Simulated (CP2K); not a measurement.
System: Hf, space group Im-3m (No. 229).

Starting cell:
```xyz
1
Lattice="3.1264 0.0000 0.0000 -1.0421 2.9476 0.0000 -1.0421 -1.4738 2.5527" Properties=species:S:1:pos:R:3 pbc="T T T"
Hf    0.0000    0.0000    0.0000
```

Computed with CP2K 2026.2: DFT in Gaussian orbitals with a plane-wave density, no spin polarisation; energies at scaled volumes of the given cell, shape and fractions fixed, counted from the fit's minimum, third-order Birch-Murnaghan fit. Level: PBE.

- k mesh: 10×10×10
- occupations: Fermi–Dirac
- smearing width: 0.05 eV
- potentials: GTH PBE with UZH TZVP basis
- density cutoff: 6123 eV
- program settings: ngrids 5, basis sets Hf TZVP-MOLOPT-PBE-GTH-q12, cutoff ry 450 Ry, rel cutoff ry 60 Ry

Describe the result: the energy and pressure against volume. The volume takes the values 22.11, 22.58, 23.05, 23.52, 23.99, 24.46, 24.93 Å³/atom.

A third-order Birch–Murnaghan fit gives V0 = 22.41 Å³/atom, B0 = 100 GPa and B′ = 3.4. The energy is 1.23 meV/atom at volume 22.11 Å³/atom and 76.13 meV/atom at 24.93 Å³/atom; the lowest computed point is at volume 22.58 Å³/atom (0.42 meV/atom), and no other minimum shows. The pressure falls from 1.36 GPa at volume 22.11 Å³/atom to −8.92 GPa at 24.93 Å³/atom, and changes sign near 22.41 Å³/atom.

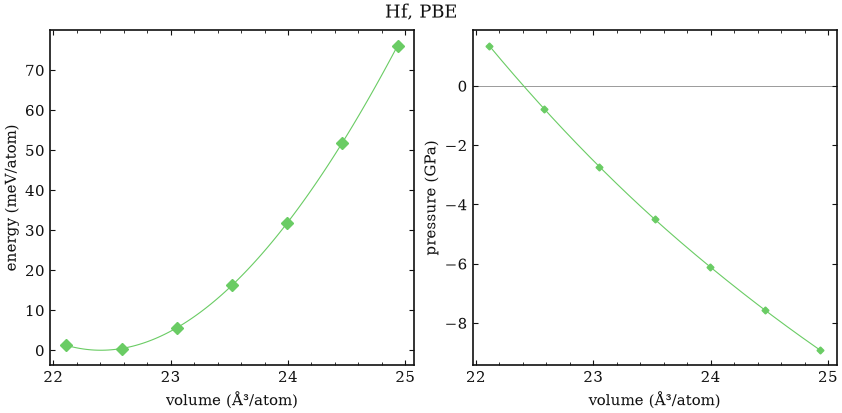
